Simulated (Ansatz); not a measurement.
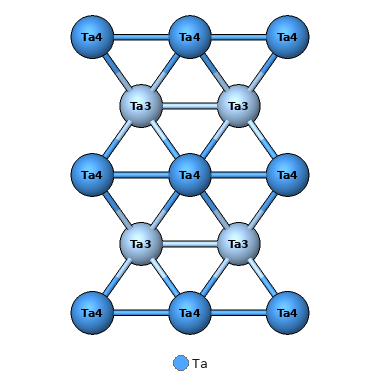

The system is N on a Ta(110) slab cut from the Fm-3m phase, its upper half relaxed before the scan (4 atoms of substrate and one adsorbate in a 1 × 1 cell); the picture shows it without the atoms that are moved over the map. N is moved over the surface cell; relaxed at each place: the height of the adsorbate's atoms; substrate rigid; the origin of the map has the adsorbate above Ta4. Places are given modulo a cell vector. The map is drawn in real space over the plane of the surface. The grid has 6 × 10 points; 24 points were computed and 36 follow by symmetry. All energies are given in eV relative to the lowest grid point. The relaxed height changes by up to 0.8 Å between neighbouring points. With one adsorbate in each 1 × 1 cell, its nearest image is 3.0 Å away, so neighbouring adsorbates interact. Theory: DFT PBEsol, scalar-relativistic, plane waves, PAW (Ansatz 0.2.0). Settings: cutoff 420 eV, k-mesh 9×7×1, gaussian smearing 0.1 eV, no spin polarisation.

Range: position of N5 along the first surface vector from 0.000 to 0.833; position of N5 along the second surface vector from 0.0 to 0.9.

**Predict the map.**

The lowest grid point is at the trough between two rows of top atoms, (0/6, 5/10) of the cell vectors. The highest grid point, the top site over a surface Ta atom, (0/6, 0/10) of the cell vectors, lies 4.61 eV above the lowest. At the lowest point the adsorbate has 4 Ta at 2.09 Å as nearest neighbours, at the highest 1 Ta at 1.76 Å. Its relaxed height above the top atom is 0.24 Å at the lowest and 1.76 Å at the highest point.

| second ↓, first → | 0/6 | 1/6 | 2/6 | 3/6 | 4/6 | 5/6 |
| --- | --- | --- | --- | --- | --- | --- |
| 9/10 | 4.59 | 4.20 | 3.11 | 1.51 | 3.11 | 4.20 |
| 8/10 | 4.44 | 4.01 | 2.76 | 0.98 | 2.76 | 4.01 |
| 7/10 | 3.70 | 3.31 | 1.93 | 0.86 | 1.93 | 3.31 |
| 6/10 | 1.15 | 1.39 | 1.78 | 1.92 | 1.78 | 1.39 |
| 5/10 | 0.00 | 1.06 | 2.24 | 2.60 | 2.24 | 1.06 |
| 4/10 | 1.15 | 1.39 | 1.78 | 1.92 | 1.78 | 1.39 |
| 3/10 | 3.70 | 3.31 | 1.93 | 0.86 | 1.93 | 3.31 |
| 2/10 | 4.44 | 4.01 | 2.76 | 0.98 | 2.76 | 4.01 |
| 1/10 | 4.59 | 4.20 | 3.11 | 1.51 | 3.11 | 4.20 |
| 0/10 | 4.61 | 4.25 | 3.22 | 1.67 | 3.22 | 4.25 |

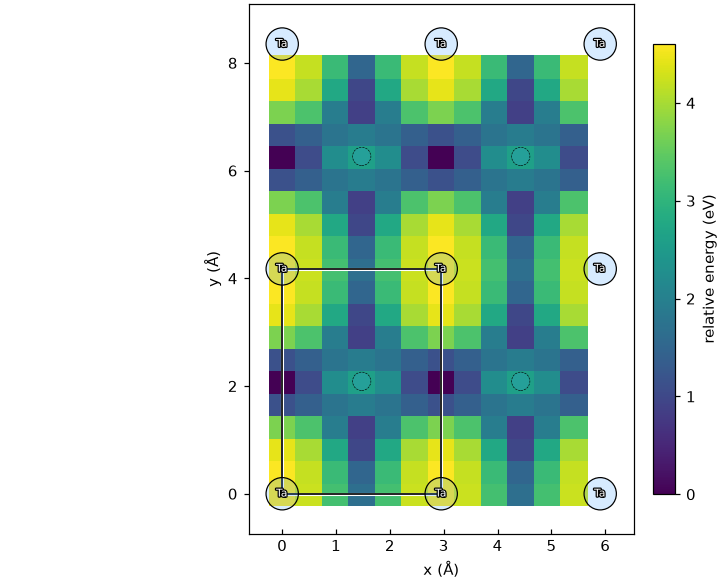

Drawn: one coloured cell a grid point, labelled circles for the atoms of the top layer and small ones for the second layer, the outline of one cell of the 2 × 2 shown.

The whole map (24 points run) took 17 min on 2 threads of Arm Neoverse V2 (shared host).

PAW datasets: the set soft_1.
